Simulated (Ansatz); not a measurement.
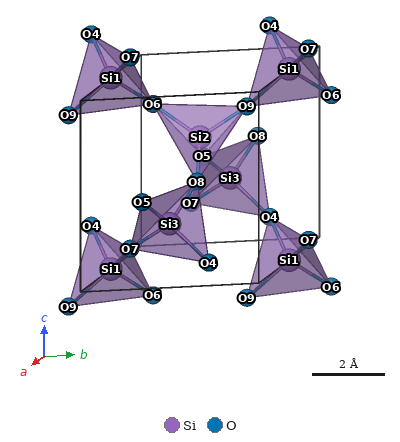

Figure 1. The structure as given in the input (polyhedral view of the cell of the calculation, seen slightly off an axis; polyhedra are completed across the faces of the cell; atoms are numbered from 1 in the order of the input). An atom can appear more than once, as a periodic image.

## SiO2: a changed input and its effect

System: SiO2 (P6₄22, 9 atoms in the cell).
Method of run 1: Kohn-Sham DFT of a periodic cell, PBE, Ansatz PAW, no spin polarisation (Ansatz 0.2.0).

The structure derives from a Materials Project entry. Text and figures count atoms from 1; the logs count them from 0 in places.

Input, run 1:
```yaml
crystal:
  lattice:
    - [5.0605222284, 0.0, 0.0]
    - [-2.5302611142, 4.3825408062, 0.0]
    - [0.0, 0.0, 5.54135331]
  atoms:
    - { symbol: Si, position: [0.5, 0.0, 0.0] }
    - { symbol: Si, position: [0.5, 0.5, 0.6666666667] }
    - { symbol: Si, position: [0.0, 0.5, 0.3333333333] }
    - { symbol: O, position: [0.20860537, 0.79139463, 0.1666666667] }
    - { symbol: O, position: [0.20860537, 0.41721074, 0.5] }
    - { symbol: O, position: [0.41721074, 0.20860537, 0.8333333333] }
    - { symbol: O, position: [0.79139463, 0.20860537, 0.1666666667] }
    - { symbol: O, position: [0.79139463, 0.58278926, 0.5] }
    - { symbol: O, position: [0.58278926, 0.79139463, 0.8333333333] }
hamiltonian:
  xc: pbe
  pseudopotentials: { kind: paw }
kpoints:
  mp_grid: { grid: [4, 4, 3] }
scf:
  occupations: { method: fermi_dirac, width: 0.05 }
output:
  forces: true
  stress: true
  eigenvalues: true
  write_density: true
  write_potential: true
  elf: true
  volumetric_format: npy
```

Launched with:
```bash
ansatz run input.yaml --threads 4 --pin off --max-ram 11264MiB --backend cpu --events-out ev --progress --plain --runs-dir out
```

Hardware: 4 threads of Arm Neoverse V1, 24 GiB of memory available, shared host.

Output, shortened to warnings, some set-up lines, iterations and results (run 1):
```
Basis set: ecut = 420 eV, 2449 PW (Γ), exchange–correlation on 72×72×80 points (8 copies of the dense FFT grid, shifted against one another)
Symmetry: 12 space group operations
k-points: 8 of 48
Initial density: superposition of atomic densities (neutral atoms: chi_scale 0, normalization atom), corrected by the library's trained network
[...]
SCF iter   1: F=—  HF=-5322.137567 eV  |F-HF|=—  |Δ(HF+E_count)|=         —  Δρ=1.62e-3  dr2=2.05e-3  ethr=1.77e-3  ⟨swp⟩=6.4  Hψ=1404  notcnv=0  defer=7
SCF iter   2: F=—  HF=-5322.139549 eV  |F-HF|=—  |Δ(HF+E_count)|=   1.98e-3  Δρ=5.89e-4  dr2=1.76e-4  ethr=4.27e-6  ⟨swp⟩=2.6  Hψ=561  notcnv=0  defer=13
SCF iter   3: F=—  HF=-5322.139939 eV  |F-HF|=—  |Δ(HF+E_count)|=   3.90e-4  Δρ=2.38e-4  dr2=4.02e-5  ethr=3.67e-7  ⟨swp⟩=2.6  Hψ=445  notcnv=0  defer=13
SCF iter   4: F=—  HF=-5322.139979 eV  |F-HF|=—  |Δ(HF+E_count)|=   4.00e-5  Δρ=4.06e-5  dr2=1.78e-6  ethr=8.37e-8  ⟨swp⟩=2.0  Hψ=399  notcnv=0  defer=13
SCF iter   5: F=—  HF=-5322.139981 eV  |F-HF|=—  |Δ(HF+E_count)|=   1.85e-6  Δρ=8.15e-6  dr2=1.34e-7  ethr=3.71e-9  ⟨swp⟩=3.0  Hψ=507  notcnv=0  defer=13
SCF iter   6: F=-5322.139981 eV  HF=-5322.139981 eV  |F-HF|=7.33e-9  |Δ(HF+E_count)|=   1.73e-7  Δρ=1.78e-6  dr2=6.00e-9  ethr=2.08e-10  ⟨swp⟩=15.8  Hψ=1915  notcnv=0
SCF 1 converged in 6 iterations: F = -5322.139981 eV  dr2 = 6.00e-9
SCF converged after 6 iterations
Free energy (F): -5322.139981 eV
Harris-Foulkes:  -5322.139981 eV  (|F-HF|=7.33e-9)
Internal energy: -5322.139981 eV  (E = F + TS)
E sigma→0 (E₀):  -5322.139981 eV
Fermi energy:    4.772221 eV
--- Per-component energies (eV) ---
  E_band       = -243.132880
  E_kinetic    = 1210.038465
  E_local      = -3181.885670  (includes V_loc(G=0)·N_el)
  E_nonlocal   = 361.100723
  E_hartree    = 1154.882967
  E_xc         = -612.918193
  E_vxc        = -711.431466  (∫ρ·V_xc dr)
  E_paw        = -2494.606986  (= ΣΔE_a)
  E_vpaw       = -230.736536  (= ΣTr[D̂ρ^β])
  E_aug_tail   = 0.015703  (compensation charges beyond the density's cutoff)
  E_ewald      = -1758.766989
  E_smearing   = -0.000000  (= −TS)
  E_closure    = -0.000000  (closes the sum)
  Σ components = -5322.139981   (vs F -5322.139981, Δ=0.00e0)
--- Forces (eV/Å), atoms counted from 1 ---
  atom   1  Si     0.00000000    -0.00000000     0.00000000
  atom   2  Si     0.00000000     0.00000000    -0.00000000
  atom   3  Si     0.00000000     0.00000000     0.00000000
  atom   4  O     -0.21449740     0.12384013     0.00000000
  atom   5  O     -0.00000000    -0.24768026     0.00000000
  atom   6  O     -0.21449740    -0.12384013     0.00000000
  atom   7  O      0.21449740    -0.12384013    -0.00000000
  atom   8  O      0.00000000     0.24768026     0.00000000
  atom   9  O      0.21449740     0.12384013     0.00000000
  max |Σ_I F_I| component: 8.33e-17 eV/Å
--- Stress (GPa, compression-positive) ---
        5.011318       0.000000       0.000000
        0.000000       5.011318      -0.000000
        0.000000       0.000000       4.920274
  P = ⅓ Tr σ = 4.9810 GPa (49.810 kbar)
```

For run 2 the input was changed thus:
```diff
-  mp_grid: { grid: [4, 4, 3] }
+  mp_grid: { grid: [6, 6, 5] }
+basis:
+  ecutwfc: "300 eV"
```

What does this change do to the results?

The free energy of run 2 is 306.2 meV per atom higher, the joint effect of these numerical settings, which can't be told apart here. The gap on the mesh goes from 5.72 to 5.65 eV. The number of SCF iterations is the same. The irreducible k-points go from 8 to 21. The plane waves at Γ go from 2449 to 1461.

Output, shortened to warnings, some set-up lines, iterations and results (run 2):
```
Warning: basis.ecutwfc = 300 eV is below the records' recommended 420 eV, and the density's cutoff is lower with it unless basis.ecutrho_ratio is high enough to keep the records' density cutoff: compare with a run at a higher cutoff
Basis set: ecut = 300 eV, 1461 PW (Γ), exchange–correlation on 60×60×64 points (8 copies of the dense FFT grid, shifted against one another)
Symmetry: 12 space group operations
k-points: 21 of 180 (time reversal used)
Initial density: superposition of atomic densities (neutral atoms: chi_scale 0, normalization atom), corrected by the library's trained network
[...]
SCF iter   1: F=—  HF=-5319.383419 eV  |F-HF|=—  |Δ(HF+E_count)|=         —  Δρ=1.87e-2  dr2=1.12e-1  ethr=1.77e-3  ⟨swp⟩=6.6  Hψ=3768  notcnv=0  defer=14
SCF iter   2: F=—  HF=-5319.373993 eV  |F-HF|=—  |Δ(HF+E_count)|=   9.43e-3  Δρ=6.95e-3  dr2=1.24e-2  ethr=2.34e-4  ⟨swp⟩=2.3  Hψ=1385  notcnv=0  defer=44
SCF iter   3: F=—  HF=-5319.381563 eV  |F-HF|=—  |Δ(HF+E_count)|=   7.57e-3  Δρ=3.40e-3  dr2=2.53e-3  ethr=2.59e-5  ⟨swp⟩=1.3  Hψ=657  notcnv=0  defer=44
SCF iter   4: F=—  HF=-5319.384293 eV  |F-HF|=—  |Δ(HF+E_count)|=   2.73e-3  Δρ=9.22e-5  dr2=5.20e-6  ethr=5.27e-6  ⟨swp⟩=2.9  Hψ=1218  notcnv=0  defer=44
SCF iter   5: F=—  HF=-5319.384324 eV  |F-HF|=—  |Δ(HF+E_count)|=   3.07e-5  Δρ=1.44e-5  dr2=2.18e-7  ethr=1.08e-8  ⟨swp⟩=2.0  Hψ=991  notcnv=0  defer=44
SCF iter   6: F=-5319.384324 eV  HF=-5319.384324 eV  |F-HF|=1.34e-8  |Δ(HF+E_count)|=   2.25e-7  Δρ=3.18e-6  dr2=1.22e-8  ethr=2.08e-10  ⟨swp⟩=15.8  Hψ=5203  notcnv=0
SCF 1 converged in 6 iterations: F = -5319.384324 eV  dr2 = 1.22e-8
SCF converged after 6 iterations
Free energy (F): -5319.384324 eV
Harris-Foulkes:  -5319.384324 eV  (|F-HF|=1.34e-8)
Internal energy: -5319.384324 eV  (E = F + TS)
E sigma→0 (E₀):  -5319.384324 eV
Fermi energy:    4.768624 eV
--- Per-component energies (eV) ---
  E_band       = -244.343687
  E_kinetic    = 1228.221372
  E_local      = -3178.224274  (includes V_loc(G=0)·N_el)
  E_nonlocal   = 344.386270
  E_hartree    = 1152.326033
  E_xc         = -618.134133
  E_vxc        = -718.151881  (∫ρ·V_xc dr)
  E_paw        = -2489.249086  (= ΣΔE_a)
  E_vpaw       = -225.284690  (= ΣTr[D̂ρ^β])
  E_aug_tail   = 0.056482  (compensation charges beyond the density's cutoff)
  E_ewald      = -1758.766989
  E_smearing   = -0.000000  (= −TS)
  E_closure    = 0.000000  (closes the sum)
  Σ components = -5319.384324   (vs F -5319.384324, Δ=0.00e0)
--- Forces (eV/Å), atoms counted from 1 ---
  atom   1  Si     0.00000000    -0.00000000     0.00000000
  atom   2  Si     0.00000000    -0.00000000    -0.00000000
  atom   3  Si     0.00000000     0.00000000    -0.00000000
  atom   4  O     -0.20727369     0.11966952     0.00000000
  atom   5  O     -0.00000000    -0.23933904    -0.00000000
  atom   6  O     -0.20727369    -0.11966952     0.00000000
  atom   7  O      0.20727369    -0.11966952     0.00000000
  atom   8  O      0.00000000     0.23933904    -0.00000000
  atom   9  O      0.20727369     0.11966952    -0.00000000
  max |Σ_I F_I| component: 5.55e-17 eV/Å
--- Stress (GPa, compression-positive) ---
        4.948265       0.000000      -0.000000
        0.000000       4.948265       0.000000
        0.000000       0.000000       4.808732
  P = ⅓ Tr σ = 4.9018 GPa (49.018 kbar)
```

The two runs side by side:

| quantity | run 1 | run 2 |
| --- | --- | --- |
| outcome | converged | converged |
| free energy per atom (eV) | −591.3489 | −591.0427 |
| gap on the mesh (eV) | 5.72 | 5.65 |
| pressure (GPa) | 4.98 | 4.90 |
| largest force (eV/Å) | 0.248 | 0.239 |
| SCF iterations | 6 | 6 |
| irreducible k-points | 8 | 21 |
| plane waves at Γ | 2449 | 1461 |
| wall time (shared host) | 1.4 s | 2 s |

For run 2: Warnings: the cutoff is below the recommended one.
